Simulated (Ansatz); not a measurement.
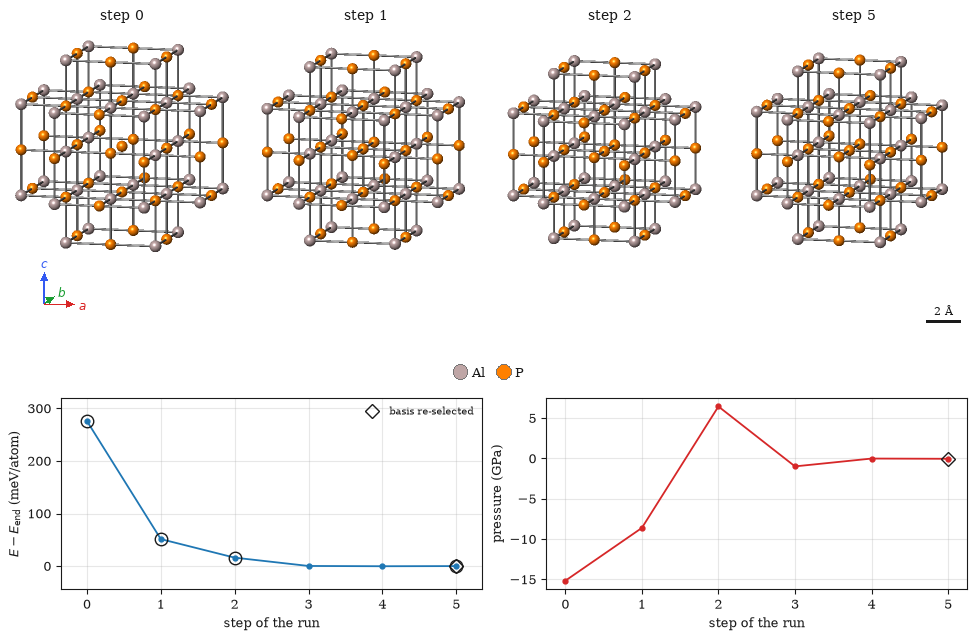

Frames of a relaxation of crystalline Al3P5 (a generated structure, set up in Pm-3m) (coarse preliminary run), marked on the history of the run. The picture is a ball-and-stick view of the cell of the calculation, seen slightly off an axis.

The calculation used Ansatz, DFT PBE, scalar-relativistic, plane waves, PAW. (plane-wave cutoff 420 eV; k-point mesh 4 × 4 × 4; occupations gaussian; smearing width 0.1 eV; no spin polarisation; cell and atoms relaxed; force threshold 0.04 eV/Å; at most 70 steps)

### What happens along the run?

Over 4 accepted moves (5 points after the start) the energy falls by 276 meV per atom. All forces vanish by symmetry, so only the cell relaxes. Pressure: −15.16 GPa at the start and −0.04 GPa at the end. The SCF was repeated once at an unchanged geometry on a basis and grid sized afresh for the cell, which shifted the energy by 0.3 meV per atom at most. The atoms keep their places relative to the cell (all moves are under 0.005 Å). The drawn cell changes as follows: a = b = c 5.492 → 5.049 Å (−8.1 %); the volume changes by −22.3 %. Some distances before and after: P–P 2.746 → 2.524 Å, Al–P 2.746 → 2.524 Å. The space group stays Pm-3m (No. 221). From step 0 to 1: volume −13.9 %, energy −225 meV per atom. From step 1 to 2: volume −14.6 %, energy −35.3 meV per atom. From step 2 to 5: volume +5.7 %, energy −16.1 meV per atom.
